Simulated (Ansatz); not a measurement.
Input structure:

```xyz
5
Lattice="4.0340 0.0000 0.0000 0.0000 3.9837 0.0000 0.0000 0.0000 3.9837" Properties=species:S:1:pos:R:3 pbc="T T T"
Ti    0.0000    0.0000    0.0000
O     2.0170    0.0000    0.0000
O     0.0000    0.0000    1.9919
Ba    2.0170    1.9919    1.9919
O     0.0000    1.9919    0.0000
```

> Interpret the file: composition, symmetry and coordination.

Its composition is BaTiO$_{3}$. Strictly the space group is P4/mmm (No. 123, within 0.01 Å). It is a distorted form of a primitive cubic structure, space group Pm-3m (No. 221) within 0.25 Å: cubic perovskite. Counting shared atoms by their share gives 1 Ba, 1 Ti, 3 O, or 5 atoms. The polyhedra are TiO6 octahedra; they share corners. Ti is surrounded by six O in an octahedral arrangement at 1.99 to 2.02 Å. O is linked to four Ba and two Ti in a distorted octahedral arrangement (2.82 to 2.83 Å to Ba, 1.99 to 2.02 Å to Ti). Ba bonds to twelve O in a cuboctahedral arrangement at 2.82 to 2.83 Å. The bonds build a three-dimensional framework.

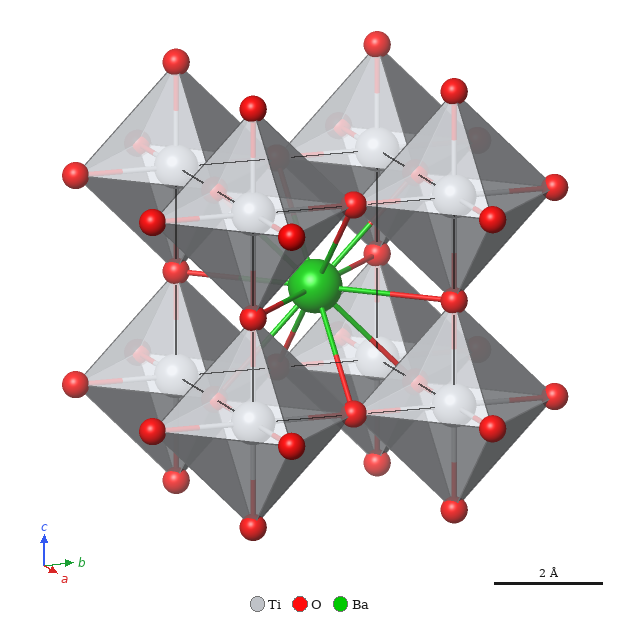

We look at a polyhedral model of the crystal slightly off an axis. The unit cell is drawn as a box. Some neighbours outside the box are added.

The structure was taken from a structure listed in the Materials Project. It was relaxed with Ansatz 0.2.0, DFT r2SCAN, scalar-relativistic, plane waves, PAW under a constraint or pressure on the cell, so some stress remains.
